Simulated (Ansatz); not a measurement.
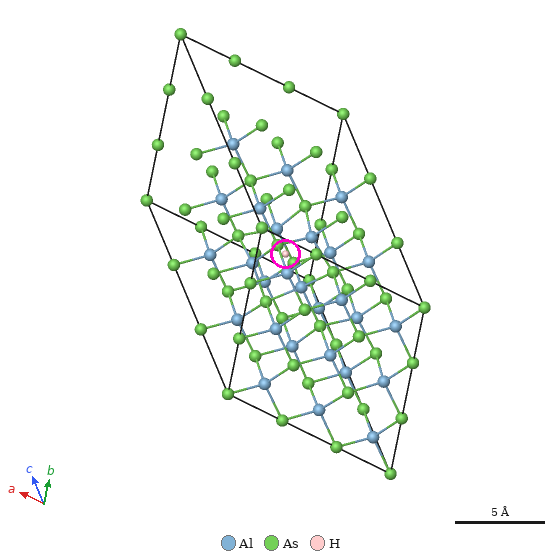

A ball-and-stick rendering, viewed from a general direction. One supercell is outlined, and atoms on its boundary appear in each equivalent place. The host is AlAs, in a cell of 54 sites, and the cell carries a charge of +1. A ring marks the defect's site.

**Spot the defect.**

An interstitial hydrogen atom. It is bonded to no bonds drawn.

The atoms were relaxed in the host's cell with Ansatz 0.2.0, DFT PBE, scalar-relativistic, plane waves, PAW.
